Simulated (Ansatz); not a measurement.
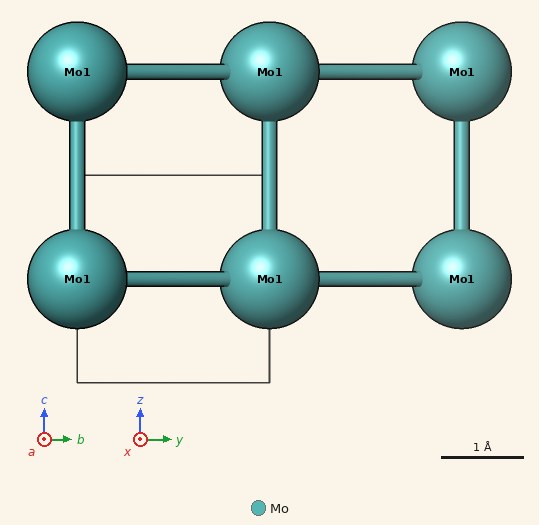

A crystal of Mo (P6/mmm): the ratio of the cell's length along z to its lengths across, counted as 1 for the reference, is changed at fixed volume (a c/a path), with the atoms kept at their fractional coordinates. x, y and z are the Cartesian axes of the input. The picture shows the reference cell. Style: ball-and-stick. Shown: the cell of the calculation, repeated 2 × 2 × 2 with one cell outlined, along the a axis.

All numbers below come from DFT PBE, scalar-relativistic, plane waves, PAW (Ansatz). Set-up: plane-wave cutoff 420 eV; k-point mesh 24 × 24 × 20; occupations gaussian; smearing width 0.15 eV; no spin polarisation. Energies (free energies at the smearing named) are counted from the cell as listed in its source, which wasn't relaxed.

Input
```yaml
crystal:
  lattice:
    - [2.7355103972, 0.0, 0.0]
    - [-1.3677551986, 2.3690214963, 0.0]
    - [0.0, 0.0, 2.5551807]
  atoms:
    - { symbol: Mo, position: [0.0, 0.0, 0.5] }
basis:
  ecutwfc: 420
kpoints:
  mp_grid: { grid: [24, 24, 20] }
hamiltonian:
  xc: pbe
scf:
  occupations: { method: gaussian, width: 0.15 }
output:
  forces: true
  stress: true
  eigenvalues: true
```

What energies does the calculation give (the relative ratio: 0.85, 0.92, 0.96, 1.00, 1.10, 1.20)?

Answer.
| axial ratio over its reference value | E − E(ref) (meV/atom) |
| --- | --- |
| 0.85 | 186 |
| 0.92 | 21 |
| 0.96 | −7 |
| 1.00 | 0 |
| 1.10 | 142 |
| 1.20 | 351 |

The lowest computed point lies at the relative ratio 0.96 (−7 meV/atom). The unrelaxed reference is under a pressure of 3.1 GPa. The distortion keeps the space group P6/mmm. At the relative ratio 1.20 the cell of the drawing goes a 2.736 → 2.574 Å, b 2.736 → 2.574 Å, c 2.555 → 2.885 Å.

The computed profile:

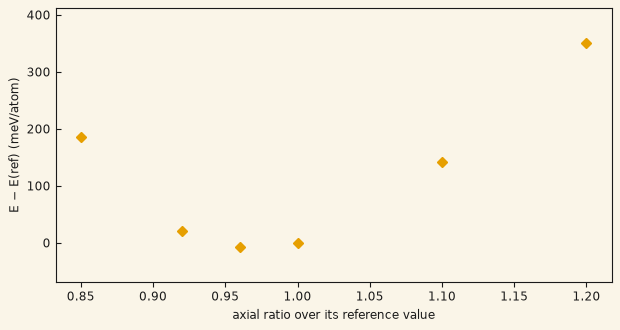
